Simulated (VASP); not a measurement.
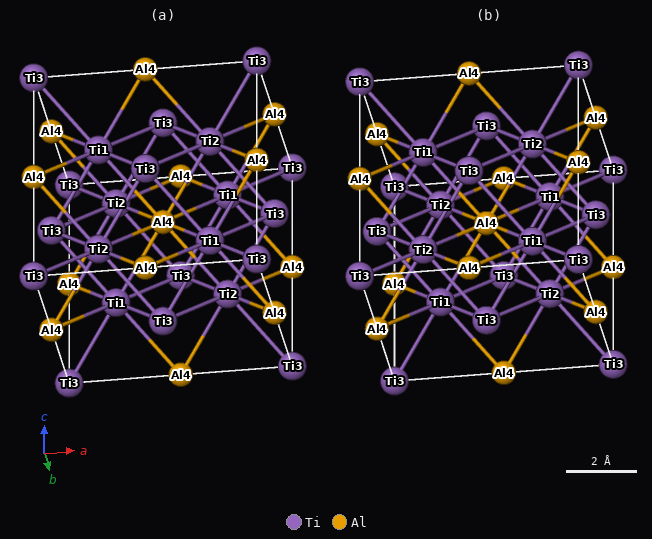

The structure of crystalline Ti3Al (set up in Fm-3m) before (left) and after (right) a relaxation, at one scale.

A ball-and-stick model of the conventional cell (4 times the calculation's cell), seen from a free direction. Lengths and directions refer to the drawn axes.

The run lets cell and atoms move.

These are results of Kohn-Sham DFT of a periodic cell, PBE with D3(BJ), VASP PAW PBE potentials, recommended in VASP 6.6.1, not measurements.

Input file:
```
PREC = Accurate
ENCUT = 600
EDIFF = 1E-7
ISMEAR = 0
SIGMA = 0.1
LREAL = False
LASPH = True
NELM = 100
ALGO = Fast
ISIF = 3
LWAVE = False
LCHARG = False
GGA = PE
IVDW = 12
IBRION = 2
NSW = 90
EDIFFG = -0.005
```

Command:
```bash
cat potpaw_PBE.64/Ti_sv/POTCAR potpaw_PBE.64/Al/POTCAR > POTCAR
mpirun -np 1 vasp_std > vasp.out
```

**Describe what moved and what it gained.**

After 2 geometry steps the energy has fallen by 83.4 meV per cell of the calculation. All forces vanish by symmetry, so only the cell relaxes. Pressure: −6.50 GPa at the start and −0.02 GPa at the end. The atoms keep their places relative to the cell (all moves are under 0.005 Å). The drawn cell changes as follows: a = b = c 6.464 → 6.336 Å (−2.0 %); the volume changes by −5.8 %. Some distances before and after: Ti1–Ti2 3.232 → 3.168 Å, Ti1–Al4 2.799 → 2.744 Å, Ti1–Ti3 2.799 → 2.744 Å. The space group stays Fm-3m (No. 225).
